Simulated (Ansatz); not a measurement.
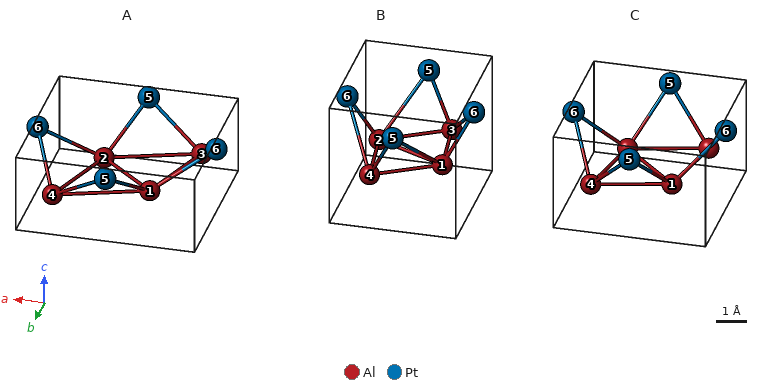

3 geometries from one relaxation of crystalline Al₂Pt (a generated structure, set up in Pba2) (coarse preliminary run), in shuffled order. The picture is a ball-and-stick view of the cell of the calculation, seen from a free direction.

Level of theory: Ansatz 0.2.0, DFT PBE, scalar-relativistic, plane waves, PAW. Settings: plane-wave cutoff 420 eV; k-point mesh 4 × 4 × 4; occupations gaussian; smearing width 0.1 eV; no spin polarisation; cell and atoms relaxed; force threshold 0.04 eV/Å; at most 70 steps.

Question: Order the frames from highest to lowest energy.

Answer: B, C, A. They are steps 0, 5, 24, at +1273 meV per atom, +155 meV per atom relative to the last. The largest moves relative to the cell, 0.77 Å, are those of Al1, Al2, Al3 and Al4. Al4 goes along [3 −1 −1]. By element the largest moves are Al 0.77 Å, Pt 0.15 Å. Cell: a 4.388 → 6.199 Å (+41.3 %), b 4.875 → 5.849 Å (+20.0 %), c 4.394 → 2.772 Å (−36.9 %). Volume +6.9 %. Some distances before and after: Al1–Al2 2.221 → 4.530 Å, Pt5–Pt5 4.394 → 2.772 Å, Al1–Al1 4.394 → 2.772 Å, Al1–Pt5 3.400 → 2.646 Å. Bonds break: Al1–Al2 (2.22 → 4.53 Å), Al3–Al4 (2.22 → 4.53 Å). Among the angles between lasting bonds that change: Al3–Pt5–Al3 125.3° → 62.9°, Pt6–Al1–Pt6 125.3° → 62.9°, Al3–Pt5–Al4 62.4° → 117.1°. The space group (tolerance 0.01 Å) goes from Pba2 (No. 32) to Pbam (No. 55). After 18 accepted moves (24 points after the start) the energy has fallen by 1273 meV per atom. Largest force component: 6.9 eV/Å at the start, 0.0021 eV/Å at the end. Pressure: 36.54 GPa at the start and −0.06 GPa at the end. The line search rejected the trial steps at points 17, 19, 22 of the run. The SCF was repeated 3 times at an unchanged geometry on a basis and grid sized afresh for the cell, which shifted the energy by 59.8 meV per atom at most.
